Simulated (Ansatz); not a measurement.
## Geometry relaxation of SiC

System: SiC (P6₃mc, 12 atoms in the cell).
Method: DFT PBEsol, scalar-relativistic, plane waves, PAW, no spin polarisation (Ansatz 0.2.0).

The structure derives from a Materials Project entry. It belongs to a series of runs on one base structure; here: 6 of 6 Ge sites taken by C, cell and atoms relaxed.

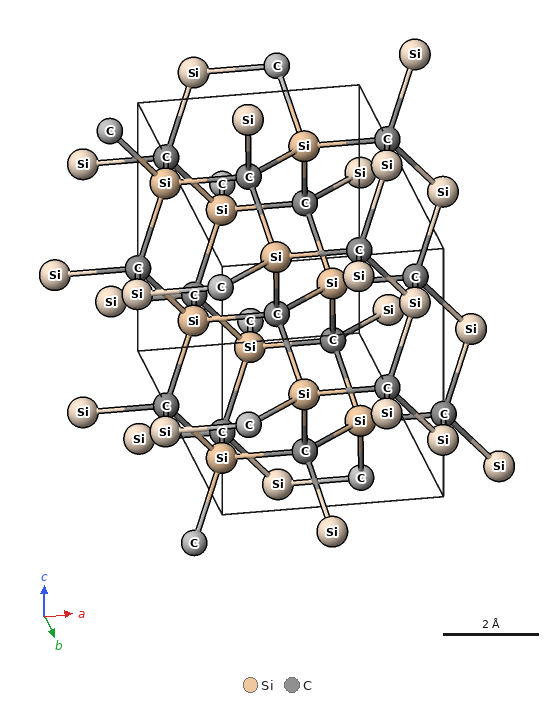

The structure as given in the input (ball-and-stick view of the cell of the calculation, seen at an oblique angle; neighbours outside the cell are drawn fainter). An atom can appear more than once, as a periodic image. Near neighbours in the periodic cell (some may lie outside the picture): Si has 4 C at 1.88 to 1.90 Å; C has 4 Si at 1.88 to 1.90 Å.

Input
```yaml
crystal:
  lattice:
    - [0.0, 0.0, -5.0478194053]
    - [-4.6138104245, -2.6637846906, 0.0]
    - [0.0, 5.3275693812, 0.0]
  atoms:
    - { symbol: Si, position: [0.1245845107, 0.3333333333, 0.3333333333] }
    - { symbol: Si, position: [0.1245845107, 0.6666666667, 1.0] }
    - { symbol: Si, position: [0.1245845107, 1.0, 0.6666666667] }
    - { symbol: Si, position: [0.6245845107, 0.6666666667, 0.6666666667] }
    - { symbol: Si, position: [0.6245845107, 1.0, 0.3333333333] }
    - { symbol: Si, position: [0.6245845107, 0.3333333333, 1.0] }
    - { symbol: C, position: [0.5004164893, 0.3333333333, 0.3333333333] }
    - { symbol: C, position: [0.5004164893, 0.6666666667, 1.0] }
    - { symbol: C, position: [0.5004164893, 1.0, 0.6666666667] }
    - { symbol: C, position: [1.0004164893, 0.6666666667, 0.6666666667] }
    - { symbol: C, position: [1.0004164893, 1.0, 0.3333333333] }
    - { symbol: C, position: [1.0004164893, 0.3333333333, 1.0] }
basis:
  ecutwfc: 420
kpoints:
  mp_grid: { grid: [6, 6, 6] }
hamiltonian:
  xc: pbesol
scf:
  occupations: { method: gaussian, width: 0.01 }
output:
  forces: true
  stress: true
  eigenvalues: true
relax:
  adjacent_minimum: "off"
  f_tol: 0.015
  max_steps: 60
  cell: { stress_tol: 0.15 }
```

Run as:
```bash
ansatz run input.yaml --threads 2 --pin off --max-ram 5120MiB --backend cpu --events-out ev --progress --plain --runs-dir out
```

Output
```
Engine: ansatz 0.2.0, aarch64-unknown-linux-gnu
Pseudopotentials: kind: paw
Pseudopotential: Si, paw, valence charge 4, recommended cutoff 420 eV (normal), Si.paw.azcp
Pseudopotential: C, paw, valence charge 4, recommended cutoff 420 eV (normal), C.paw.azcp
Functional definition: PBEsol
  exchange = pbesol_x
  correlation = pbesol_c
Crystal: 12 atoms, lattice volume = 124.077 Å³
Basis set: ecut = 420 eV, 2387 PW (Γ), exchange–correlation on 72×72×72 points (8 copies of the dense FFT grid, shifted against one another)
Bands: 36, of which v1, the nominal top of the filled ones, is band 24 counted from 1 (23 counted from 0)
Symmetry: 36 space group operations
Space group: P63mc (ITA 186), of the structure as read, at distance tolerance 5.0e-5 Å
k-points: 28 of 216 (time reversal used)
Non-local potential: Si, projectors of the file, l = 0: 2, l = 1: 2, l = 2: 2
Non-local potential: C, projectors of the file, l = 0: 2, l = 1: 2, l = 2: 1
PAW form: soft (Blöchl's): semilocal exchange-correlation on the pseudo side does not see the compensation charge
PAW frozen core: Si, regenerated for the run's functional, and the local potential with it (the file was generated under x = pbe(κ = 0.804, μ = 0.2195149727645171), c = pbe(β = 0.06672455060314922))
PAW frozen core: C, regenerated for the run's functional, and the local potential with it (the file was generated under x = pbe(κ = 0.804, μ = 0.2195149727645171), c = pbe(β = 0.06672455060314922))
PAW one-centre angular grid: Si, 110 points (default); XC on 64 Gauss nodes
PAW one-centre angular grid: C, 110 points (default); XC on 64 Gauss nodes
Initial density: superposition of atomic densities (neutral atoms: chi_scale 0, normalization atom), corrected by the library's trained network
Initial wavefunctions: pseudopotential atomic-orbital guess
Functional: x = pbesol(κ = 0.804, μ = 0.12345679012345678), c = pbesol(β = 0.046)
SCF iter   1: F=—  HF=-5212.245791 eV  |F-HF|=—  |Δ(HF+E_count)|=         —  Δρ=8.49e-3  dr2=1.09e-1  ethr=1.77e-3  ⟨swp⟩=6.5  Hψ=5020  notcnv=0  defer=16
preconditioner: auto → Resta (q_TF=auto, 2.329 Å⁻¹)  ε∞=4.8  [insulator: Δε(μ)=2.006 eV  Ē_g=11.790 eV  σ=0.010 eV  W_gap=1.00  n_scr=20 (ndim 8)  ℏωp=23.1 eV  f_vac=0.000  D(μ)=0.00/eV (n_scr^D=0)  ε∞_Penn≈4.8]
SCF iter   2: F=—  HF=-5212.215770 eV  |F-HF|=—  |Δ(HF+E_count)|=   3.00e-2  Δρ=2.39e-3  dr2=8.65e-3  ethr=2.27e-4  ⟨swp⟩=2.8  Hψ=1936  notcnv=0  defer=155
SCF iter   3: F=—  HF=-5212.213882 eV  |F-HF|=—  |Δ(HF+E_count)|=   1.89e-3  Δρ=8.82e-4  dr2=9.30e-4  ethr=1.80e-5  ⟨swp⟩=2.8  Hψ=1640  notcnv=0  defer=162
SCF iter   4: F=—  HF=-5212.213834 eV  |F-HF|=—  |Δ(HF+E_count)|=   4.81e-5  Δρ=1.06e-4  dr2=8.56e-6  ethr=1.94e-6  ⟨swp⟩=2.0  Hψ=1516  notcnv=0  defer=162
SCF iter   5: F=—  HF=-5212.213761 eV  |F-HF|=—  |Δ(HF+E_count)|=   7.23e-5  Δρ=1.75e-5  dr2=4.09e-7  ethr=1.78e-8  ⟨swp⟩=2.5  Hψ=1575  notcnv=0  defer=162
SCF iter   6: F=-5212.213762 eV  HF=-5212.213762 eV  |F-HF|=2.68e-9  |Δ(HF+E_count)|=   1.95e-7  Δρ=2.21e-6  dr2=4.34e-9  ethr=2.08e-10  ⟨swp⟩=10.0  Hψ=4807  notcnv=0
SCF 1 converged in 6 iterations: F = -5212.213762 eV  dr2 = 4.34e-9
  greatest PAW one-centre occupation: 0.643 electrons in one spin orbital (limit 2), on the C atom at site 11 (counted from 0), in its partial waves of l = 0
relax step   1: F+E_penalty+E_count = -5212.21376166 eV  Δ(F+E_penalty+E_count) = +0.000e0 eV  max|allowed force component| = 1.717e-3 eV/Å  Δτ_max = 0.0000 Å  P = +0.007 GPa  Ω = 124.077 Å³  (6 SCF iters, dr2 threshold 1.00e-7 eV, accepted)
Initial density: handed on by an earlier stage of this run
Initial wavefunctions: pseudopotential atomic-orbital guess (no wavefunctions were taken with the density)
iter 1 solved again at ethr=6.87e-8 eV; its pass at ethr=3.10e-3 eV (dr2=3.30e-5 eV) is discarded
SCF iter   1: F=—  HF=-5212.213853 eV  |F-HF|=—  |Δ(HF+E_count)|=         —  Δρ=2.79e-6  dr2=6.12e-9  ethr=6.87e-8  ⟨swp⟩=3.6  Hψ=8128  notcnv=0
eigensolver tolerance schedule: the retry pair's looser diagonalisation over-reported the residual by 5394.59 of it (diagonalisation noise at 0.14 of the residual, at the tolerance the schedule requests for it); recorded, not acted on — ethr = c·dr2/N_el stays at c = 1.0e-1
preconditioner: auto → Resta (q_TF=auto, 2.329 Å⁻¹)  ε∞=4.8  [insulator: Δε(μ)=2.125 eV  Ē_g=11.835 eV  σ=0.010 eV  W_gap=1.00  n_scr=20 (ndim 8)  ℏωp=23.1 eV  f_vac=0.000  D(μ)=0.00/eV (n_scr^D=0)  ε∞_Penn≈4.8]
SCF iter   2: F=—  HF=-5212.213762 eV  |F-HF|=—  |Δ(HF+E_count)|=   9.09e-5  Δρ=1.76e-6  dr2=2.06e-9  ethr=1.27e-11  ⟨swp⟩=3.1  Hψ=2232  notcnv=0
SCF iter   3: F=-5212.213762 eV  HF=-5212.213762 eV  |F-HF|=4.17e-10  |Δ(HF+E_count)|=  9.12e-10  Δρ=9.09e-7  dr2=5.99e-10  ethr=2.25e-12  ⟨swp⟩=5.0  Hψ=3097  notcnv=0
SCF 2 converged in 3 iterations: F = -5212.213762 eV  dr2 = 5.99e-10
relax step   2: F+E_penalty+E_count = -5212.21376166 eV  Δ(F+E_penalty+E_count) = -4.766e-10 eV  max|allowed force component| = 1.711e-3 eV/Å  Δτ_max = 0.0000 Å  P = +0.007 GPa  Ω = 124.077 Å³  stress off target by 1.60e-2 GPa  SCF on the basis re-selected at this cell (its energy is not comparable with the rows above)  (3 SCF iters)
```

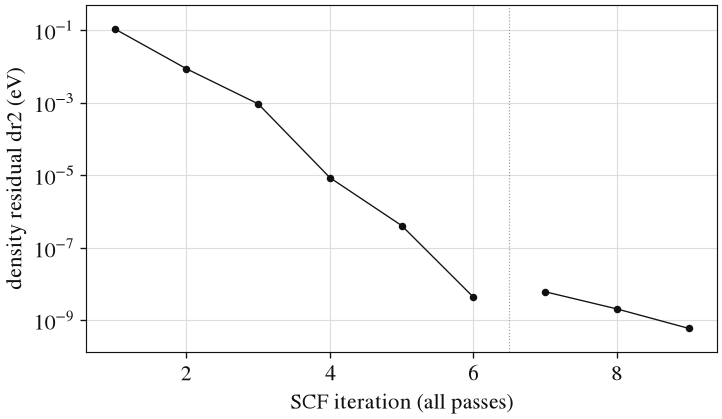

Convergence of the self-consistent field: density residual dr2 against the SCF iteration. The dotted lines part the SCF passes of the relaxation: geometry steps, rejected trials and re-solves on a re-selected basis. The passes take 6 and 3 iterations.

```
basis re-selected at this cell: Δ(F+E_penalty+E_count) = -4.766e-10 eV, ΔP = +0.000 GPa vs the last step (what re-selecting the basis moved, of the pressure what is left beyond the Pulay correction that the steps carried, after the strain that the cell walked since its last selection, with what the two solves' SCF thresholds leave and, on support functions, any second-order correction that the steps lacked; it is no measure of the basis error at this ecutwfc). This SCF's stress stands 1.60e-2 GPa from its target on what of the cell is left free (relax.cell.stress_tol is 1.50e-1 GPa) and its largest allowed force component is 1.71e-3 eV/Å (relax.f_tol is 1.50e-2 eV/Å): within both
SCF converged after 3 iterations
Free energy (F): -5212.213762 eV
Harris-Foulkes:  -5212.213762 eV  (|F-HF|=4.17e-10)
Internal energy: -5212.213762 eV  (E = F + TS)
E sigma→0 (E₀):  -5212.213762 eV
Fermi energy:    10.634230 eV
--- Per-component energies (eV) ---
  E_band       = 168.906823
  E_kinetic    = 812.116295
  E_local      = -627.830713  (includes V_loc(G=0)·N_el)
  E_nonlocal   = 311.809816
  E_hartree    = 191.909065
  E_xc         = -627.961488
  E_vxc        = -655.205473  (∫ρ·V_xc dr)
  E_paw        = -3566.003814  (= ΣΔE_a)
  E_vpaw       = -55.801339  (= ΣTr[D̂ρ^β])
  E_aug_tail   = 0.000083  (compensation charges beyond the density's cutoff)
  E_ewald      = -1706.568974
  E_core_change = 0.315967  (= ΣΔE_core)
  E_smearing   = -0.000000  (= −TS)
  E_closure    = -0.000000  (closes the sum)
  Σ components = -5212.213762   (vs F -5212.213762, Δ=0.00e0)
--- Forces (eV/Å), atoms counted from 1 ---
  atom   1  Si     0.00000000    -0.00000000    -0.00171090
  atom   2  Si     0.00000000    -0.00000000    -0.00171090
  atom   3  Si     0.00000000    -0.00000000    -0.00171090
  atom   4  Si    -0.00000000     0.00000000    -0.00171090
  atom   5  Si    -0.00000000     0.00000000    -0.00171090
  atom   6  Si     0.00000000     0.00000000    -0.00171090
  atom   7  C      0.00000000    -0.00000000     0.00171096
  atom   8  C      0.00000000    -0.00000000     0.00171096
  atom   9  C      0.00000000    -0.00000000     0.00171096
  atom  10  C     -0.00000000    -0.00000000     0.00171096
  atom  11  C     -0.00000000     0.00000000     0.00171096
  atom  12  C     -0.00000000     0.00000000     0.00171096
  max |Σ_I F_I| component: 3.45e-7 eV/Å
--- Stress (GPa, compression-positive) ---
        0.016005      -0.000000       0.000000
       -0.000000       0.016005      -0.000000
        0.000000       0.000000      -0.012029
  P = ⅓ Tr σ = 0.0067 GPa (0.067 kbar)
--- Band table (eV; the first three rows and the last of 28) ---
  k-point 0: bands = ["-6.0154", "-2.4126", "-1.4777", "-1.4777", "-1.4777", "-1.4777", "0.8129", "2.7609", "2.7609", "3.3050", "3.3050", "3.3050", "3.3050", "5.4919", "5.4919", "5.4919", "5.4919", "5.7045", "5.7045", "8.2497", "8.2497", "9.4605", "9.5718", "9.5718", "11.6966", "11.6966", "14.3067", "15.7086", "16.1686", "16.1686", "17.2480", "17.6244", "17.6244", "18.3417", "18.3417", "18.3417"]
  k-point 1: bands = ["-5.8541", "-2.4277", "-2.2749", "-2.1042", "-1.1210", "-0.8526", "0.9621", "2.3811", "2.5760", "3.0847", "3.5359", "3.6924", "4.2487", "4.5670", "4.8666", "6.0470", "6.1746", "6.3637", "6.3806", "7.3904", "7.9154", "9.0164", "9.3528", "9.4497", "12.1171", "12.1472", "14.8564", "15.5747", "15.9052", "16.2044", "16.5592", "16.8087", "17.5154", "17.6085", "17.6282", "18.0535"]
  k-point 2: bands = ["-5.3758", "-3.5758", "-2.5198", "-1.8779", "-1.1524", "-0.7674", "1.3936", "1.9367", "2.3553", "3.3529", "3.7630", "4.0568", "4.1918", "5.3939", "5.4571", "5.7562", "6.2152", "6.8375", "7.1031", "7.3791", "7.6686", "7.9668", "8.9578", "8.9843", "13.1739", "13.1775", "13.4497", "15.1963", "15.2703", "15.8618", "16.5661", "16.6746", "16.6887", "16.9844", "17.1225", "17.3854"]
  k-point 27: bands = ["-3.0369", "-3.0369", "-3.0369", "-3.0369", "-3.0369", "-3.0369", "3.1598", "3.1598", "3.1598", "3.1598", "3.1598", "3.1598", "6.7746", "6.7746", "6.7746", "6.7746", "6.7746", "6.7746", "7.4552", "7.4552", "7.4552", "7.4552", "7.4552", "7.4552", "13.2895", "13.2895", "13.2895", "13.2895", "13.2895", "13.2895", "15.8823", "15.8823", "15.8823", "15.8823", "15.8823", "15.8823"]
--- Relaxed structure (1 steps of the walk, 1 accepted, 1 SCFs on fresh bases) ---
  F+E_penalty+E_count = -5212.21376166 eV   max|allowed force component| = 1.711e-3 eV/Å   (the final SCF, on the basis selected at the relaxed cell)
  cell:  # Å, volume = 124.0774 Å³
    - [0.0, 0.0, -5.0478194053]
    - [-4.61381042452167, -2.6637846905874882, 0.0]
    - [0.0, 5.3275693811749765, 0.0]
  atoms:
    - { symbol: Si, position: [0.1245845107, 0.3333333333333333, 0.3333333333333333] }
    - { symbol: Si, position: [0.1245845107, 0.6666666666666666, 1.0] }
    - { symbol: Si, position: [0.1245845107, 1.0, 0.6666666666666666] }
    - { symbol: Si, position: [0.6245845107000001, 0.6666666666666666, 0.6666666666666666] }
    - { symbol: Si, position: [0.6245845107000001, 1.0, 0.3333333333333333] }
    - { symbol: Si, position: [0.6245845107000001, 0.3333333333333333, 1.0] }
    - { symbol: C, position: [0.5004164893, 0.3333333333333333, 0.3333333333333333] }
    - { symbol: C, position: [0.5004164893, 0.6666666666666666, 1.0] }
    - { symbol: C, position: [0.5004164893, 1.0, 0.6666666666666666] }
    - { symbol: C, position: [1.0004164893, 0.6666666666666666, 0.6666666666666666] }
    - { symbol: C, position: [1.0004164893, 1.0, 0.3333333333333333] }
    - { symbol: C, position: [1.0004164893, 0.3333333333333333, 1.0] }
```

Trajectory as extended XYZ (Å, eV, eV/Å), 2 frames, from step=1 to step=2
```
12
Lattice="0.0000 0.0000 -5.0478 -4.6138 -2.6638 0.0000 0.0000 5.3276 0.0000" Properties=species:S:1:pos:R:3:forces:R:3 step=1 energy=-5212.21376 pressure_GPa=0.01
Si   -1.5379    0.8879   -0.6289    0.0000   0.0000  -0.0017
Si   -3.0759    3.5517   -0.6289    0.0000   0.0000  -0.0017
Si   -4.6138    0.8879   -0.6289    0.0000   0.0000  -0.0017
Si   -3.0759    1.7759   -3.1528    0.0000   0.0000  -0.0017
Si   -4.6138   -0.8879   -3.1528    0.0000   0.0000  -0.0017
Si   -1.5379    4.4396   -3.1528    0.0000   0.0000  -0.0017
C    -1.5379    0.8879   -2.5260    0.0000   0.0000   0.0017
C    -3.0759    3.5517   -2.5260    0.0000   0.0000   0.0017
C    -4.6138    0.8879   -2.5260    0.0000   0.0000   0.0017
C    -3.0759    1.7759   -5.0499    0.0000   0.0000   0.0017
C    -4.6138   -0.8879   -5.0499    0.0000   0.0000   0.0017
C    -1.5379    4.4396   -5.0499    0.0000   0.0000   0.0017
12
Lattice="0.0000 0.0000 -5.0478 -4.6138 -2.6638 0.0000 0.0000 5.3276 0.0000" Properties=species:S:1:pos:R:3:forces:R:3 step=2 energy=-5212.21376 pressure_GPa=0.01
Si   -1.5379    0.8879   -0.6289    0.0000   0.0000  -0.0017
Si   -3.0759    3.5517   -0.6289    0.0000   0.0000  -0.0017
Si   -4.6138    0.8879   -0.6289    0.0000   0.0000  -0.0017
Si   -3.0759    1.7759   -3.1528    0.0000   0.0000  -0.0017
Si   -4.6138   -0.8879   -3.1528    0.0000   0.0000  -0.0017
Si   -1.5379    4.4396   -3.1528    0.0000   0.0000  -0.0017
C    -1.5379    0.8879   -2.5260    0.0000   0.0000   0.0017
C    -3.0759    3.5517   -2.5260    0.0000   0.0000   0.0017
C    -4.6138    0.8879   -2.5260    0.0000   0.0000   0.0017
C    -3.0759    1.7759   -5.0499    0.0000   0.0000   0.0017
C    -4.6138   -0.8879   -5.0499    0.0000   0.0000   0.0017
C    -1.5379    4.4396   -5.0499    0.0000   0.0000   0.0017
```

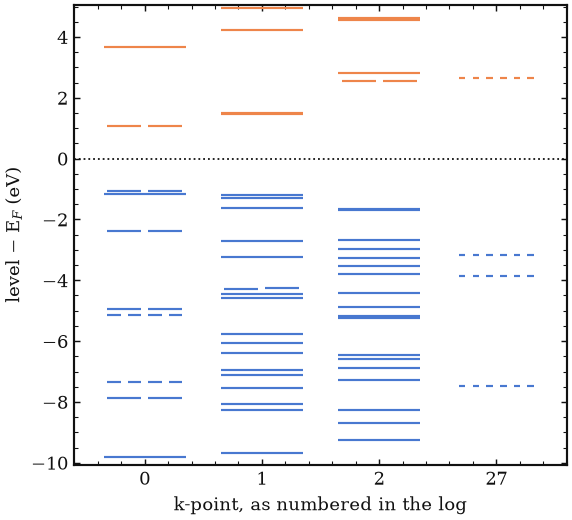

Kohn–Sham levels near the Fermi level (dotted) at the few k-points that the log prints; levels within 0.02 eV of each other stand side by side. Among these points the highest filled and lowest empty levels are 2.12 eV apart, which is the gap on the mesh.

Summary

| quantity | value |
| --- | --- |
| outcome | converged |
| space group (tolerance 0.01 Å) | P6₃mc (186) |
| electrons treated | 48 |
| free energy | −5212.2138 eV |
| Fermi energy | 10.634 eV |
| gap on the k-point mesh | 2.12 eV |
| pressure | 0.01 GPa |
| final volume | 124.08 Å³ |
| largest force (length of the vector) at the end | 0.002 eV/Å |
| final cell | a = 5.048 Å, b = 5.328 Å, c = 5.328 Å, α = 120.00°, β = 90.00°, γ = 90.00° |
| hardware | 2 threads of Arm Neoverse V1, 24 GiB of memory available, shared host |
| wall time | 13 s (CPU time 26 s) |
| peak memory | 0.4 GiB |
